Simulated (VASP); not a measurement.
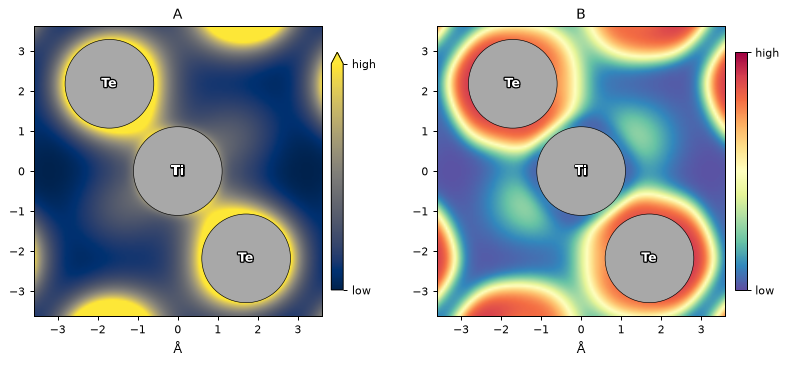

TiTe$_{2}$: 2 fields on the (110) plane of the conventional cell, with unlabelled colour scales. Grey discs cover the atomic cores.

Space group P-3m1; computed pressure about −2 GPa in this cell.

These are results of Kohn-Sham DFT of a periodic cell, PBE with D3(BJ), VASP PAW PBE potentials, recommended (VASP 6.6.1), not measurements.

```
Ti Te
1.0
     3.77700    0.00000    0.00000
    -1.88850    3.27098    0.00000
     0.00000    0.00000    6.49800
Ti Te
1 2
Direct
  0.00000 0.00000 0.00000
  0.66667 0.33333 0.26280
  0.33333 0.66667 0.73720
```

**Which field does each panel show? The fields are: electron localisation function and valence pseudo-density.**

Panel A: valence pseudo-density. Panel B: electron localisation function. From the grid: Ti–Te (2.77 Å): ρ is about 0.35 e/Å³ halfway; the ELF is about 0.65 at the midpoint.
